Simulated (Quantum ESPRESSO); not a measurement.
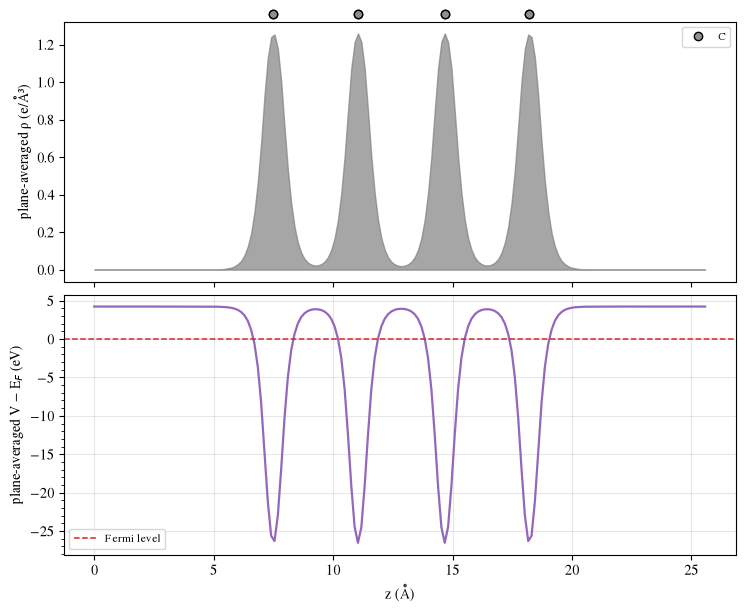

C (slab). Plane average of the electrostatic potential energy of an electron and of the valence electron density across the slab. Circles mark the heights of the atoms.

The calculation used Quantum ESPRESSO, Kohn-Sham DFT of a periodic cell, PBE, PseudoDojo 0.4.1 SR PBE standard.

```xyz
8
Lattice="2.4561 0.0000 0.0000 -1.2280 2.1271 0.0000 0.0000 0.0000 25.7149" Properties=species:S:1:pos:R:3 pbc="T T T"
C     0.0000    0.3547    7.5000
C     0.0000    1.7724    7.5000
C     1.2280    0.3547   11.0417
C     1.2280    1.7724   11.0417
C     0.0000    0.3547   14.6732
C     0.0000    1.7724   14.6732
C     1.2280    0.3547   18.2149
C     1.2280    1.7724   18.2149
```

Q: How far above the Fermi level of the calculation is the vacuum level?

A: 4.2 eV. The slab has a gap, so the Fermi level lies inside it and this isn't a work function in the metallic sense.

Q: What are the slab's thickness and the vacuum gap?

A: The outermost nuclei are 10.7 Å apart, in 4 atomic planes; the vacuum between periodic images is 15.0 Å wide.
